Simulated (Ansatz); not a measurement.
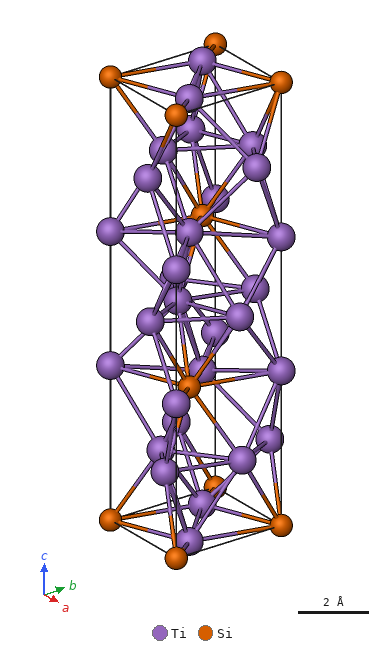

The image is a ball-and-stick drawing of a crystal, viewed slightly off an axis. The parallelepiped is the conventional unit cell. Cell: a = 4.98 Å, b = 4.98 Å, c = 13.20 Å, α = 90.00°, β = 90.00°, γ = 120.00°.

The structure comes from a structure listed in the Materials Project. Earlier steps of the study may have refined or changed the cell and positions. A calculation with Ansatz used it as input.

Describe the crystal.

Chemical formula Ti5Si. Its lattice is rhombohedral (trigonal R), its space group R32 (No. 155). In the cell are 15 Ti, 3 Si, which makes 3 formula units. The numbers of neighbours within bonding distance are Ti 10 to 12 (mean 10.8) and Si 12. Not all metal-metal contacts are counted.

Run with DFT PBEsol, scalar-relativistic, plane waves, PAW (Ansatz) and these settings: plane-wave cutoff 420 eV, k-points about 0.13 Å⁻¹ apart, Gaussian smearing of 0.1 eV, no spin polarisation.

How large a gap does the method give, if there is one?

A metal: bands cross the Fermi level.

What does a Bader analysis give?

Ti +0.23 to +0.51 e; Si -1.70 e.

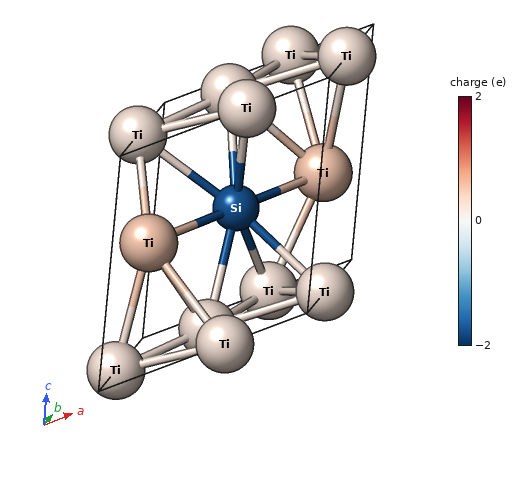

The atoms coloured by those charges. The run's cell of 6 atoms is drawn in a reduced setting, so axes and origin can differ from the first picture.

Is this the optimised geometry for these settings?

Yes. All forces vanish to within 0.01 eV/Å. The pressure is 0.0 GPa, close to zero.
